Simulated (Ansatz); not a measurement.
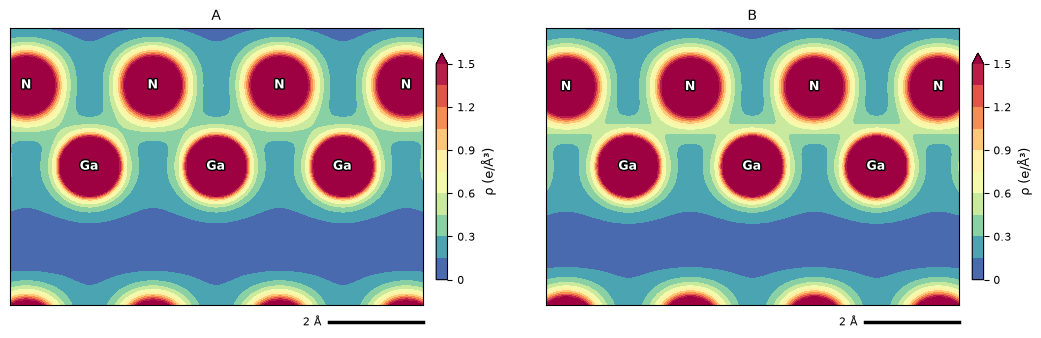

GaN. The valence pseudo-density of two cells that differ in size, on the (110) plane of each (indices in the axes of the calculation cell), at one length scale and on one colour scale: A has 10.5 Å³ an atom and B 9.9.

All numbers below come from Kohn-Sham DFT of a periodic cell, PBE, Ansatz PAW in Ansatz.

The larger cell:

```
CELL_PARAMETERS angstrom
3.00038 0.00000 0.00000
-1.50019 2.59841 0.00000
0.00000 0.00000 2.70114
ATOMIC_POSITIONS crystal
Ga 0.66667 0.33333 0.50000
N 0.00000 0.00000 0.00000
```

The smaller cell: a = 2.940 Å, b = 2.940 Å, c = 2.647 Å, α = 90.00°, β = 90.00°, γ = 120.00°.

> What does the compression do to the bonding and the properties?

From the larger cell to the smaller, Ga–N goes from 2.20 to 2.15 Å, and the density at its midpoint from 0.45 to 0.49 e/Å³; the pressure goes from −3.3 to 8 GPa.
